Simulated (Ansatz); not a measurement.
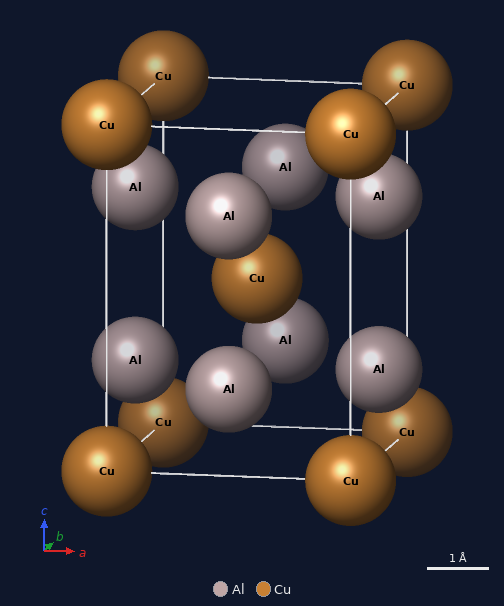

A spheres-only rendering, viewed slightly off an axis. Thin lines show the conventional unit cell, with boundary atoms drawn in all their periodic places. Cell: a = 4.089 Å, b = 4.498 Å, c = 5.782 Å, α = 90.00°, β = 90.00°, γ = 90.00°.

The material is Al2Cu. Space group Immm (No. 71), lattice body-centred orthorhombic. Counting shared atoms by their share gives 4 Al, 2 Cu, or 6 atoms. Al is coordinated by four Cu in a distorted tetrahedral arrangement at about 2.5 to 2.7 Å. Cu sits among eight Al in a distorted cubic arrangement at about 2.5 to 2.7 Å.

Its origin is a structure listed in the Materials Project. The cell was then strained or its atoms displaced on purpose. Ansatz was used for an electronic-structure calculation on it.

At this level of theory the cell isn't at rest (stretched, at -6 GPa), so its distances can differ from those at equilibrium, the more so the softer the solid.
